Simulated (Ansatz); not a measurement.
System: Ti₃Si, space group P6_3/mmc (No. 194).

Input file:
```
crystal:
  lattice:
    - [5.2649466457, 0.0, 0.0]
    - [-2.6324733229, 4.5595775448, 0.0]
    - [0.0, 0.0, 4.2849742664]
  atoms:
    - { symbol: Ti, position: [0.3425004076, 0.1712502038, 0.75] }
    - { symbol: Ti, position: [0.8287497962, 0.1712502038, 0.75] }
    - { symbol: Ti, position: [0.8287497962, 0.6574995924, 0.75] }
    - { symbol: Ti, position: [0.6574995924, 0.8287497962, 0.25] }
    - { symbol: Ti, position: [0.1712502038, 0.8287497962, 0.25] }
    - { symbol: Ti, position: [0.1712502038, 0.3425004076, 0.25] }
    - { symbol: Si, position: [0.3333333333, 0.6666666667, 0.75] }
    - { symbol: Si, position: [0.6666666667, 0.3333333333, 0.25] }
basis:
  ecutwfc: 420
kpoints:
  mp_grid: { grid: [12, 12, 8] }
hamiltonian:
  xc: lda
scf:
  occupations: { method: fermi_dirac, width: 0.15 }
output:
  eigenvalues: true
phonons:
  method: dfpt
  eigenvectors: true
```

Run as:
```bash
ansatz run input.yaml --threads 2 --pin off --max-ram 6144MiB --backend cpu --events-out ev --progress --plain --runs-dir out
```

How it was computed, with Ansatz 0.2.0: harmonic phonon frequencies at the zone centre with atoms at rest in the given cell, without the long-range term of polar modes, the three translations left out, imaginary frequencies are negative; plane waves with PAW datasets, Γ-centred k mesh. Level: LDA, no spin polarisation.

wave cutoff 420 eV; k mesh 12×12×8; occupations Fermi–Dirac; smearing width 0.15 eV; pressure 25 GPa; phonon method linear response.

What does the calculation give for the zone-centre optical phonon frequencies (the three acoustic modes are left out)?

No frequency is imaginary, so the structure is stable to these displacements (zone-boundary modes weren't tested here). The highest mode lies at 413.8 cm⁻¹. The optical modes lie at 67.4 (×2), 158.9 (×2), 195.6, 206.6 (×2), 232.6, 302.1 (×2), 304.8 (×2), 330.0, 334.4, 345.4, 375.5, 387.6 (×2), 407.5, 413.8 (×2) cm⁻¹.

```
frequency (cm⁻¹)
            67.4
            67.4
           158.9
           158.9
           195.6
           206.6
           206.6
           232.6
           302.1
           302.1
           304.8
           304.8
           330.0
           334.4
           345.4
           375.5
           387.6
           387.6
           407.5
           413.8
           413.8
```

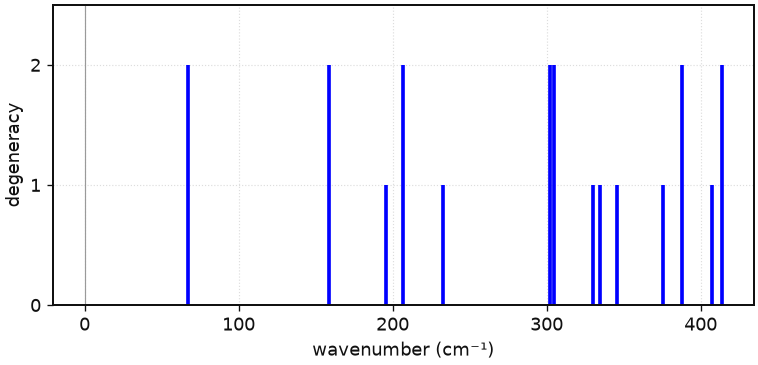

Limits of the calculation: metal sensitive to the k mesh.
